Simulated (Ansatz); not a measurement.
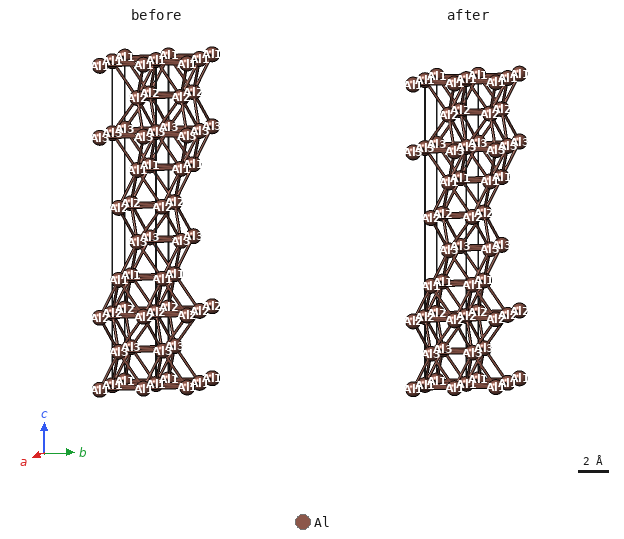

The structure of a crystal of Al (built on the samarium (9R)_166 type) (coarse preliminary run) before (left) and after (right) a relaxation, at one scale.

The picture is a ball-and-stick view of the conventional cell (3 times the calculation's cell), repeated 2 × 2 × 1 with one cell outlined, seen slightly off an axis. Lengths and directions refer to the drawn axes.

Case: samarium (9R) type (R-3m, No. 166).

Computed with DFT r2SCAN, scalar-relativistic, plane waves, PAW (Ansatz). Settings: plane-wave cutoff 500 eV; k-point mesh 6 × 6 × 6; occupations gaussian; smearing width 0.1 eV; no spin polarisation; cell and atoms relaxed; force threshold 0.04 eV/Å; at most 70 steps.

Q: What changed between the two?

A: Over 3 accepted moves (4 points after the start) the energy falls by 114 meV per atom. The largest force component goes from 0.045 to 0.0011 eV/Å. The pressure goes from −10.34 to −0.03 GPa. At 1 point the geometry stayed and the basis and grid were re-selected for the new cell (energy shift of 0.1 meV per atom at most each time). The largest moves relative to the cell, 0.009 Å, are those of Al2 and Al3. Al3 goes along −c. Cell: a = b 3.016 → 2.856 Å (−5.3 %), c 21.865 → 20.568 Å (−5.9 %). Volume −15.6 %. Some distances before and after: Al1–Al2 2.989 → 2.811 Å, Al1–Al1 3.016 → 2.856 Å, Al2–Al3 2.989 → 2.833 Å. The space group stays R-3m (No. 166). The run took of the order of 23 core-seconds on a shared host.
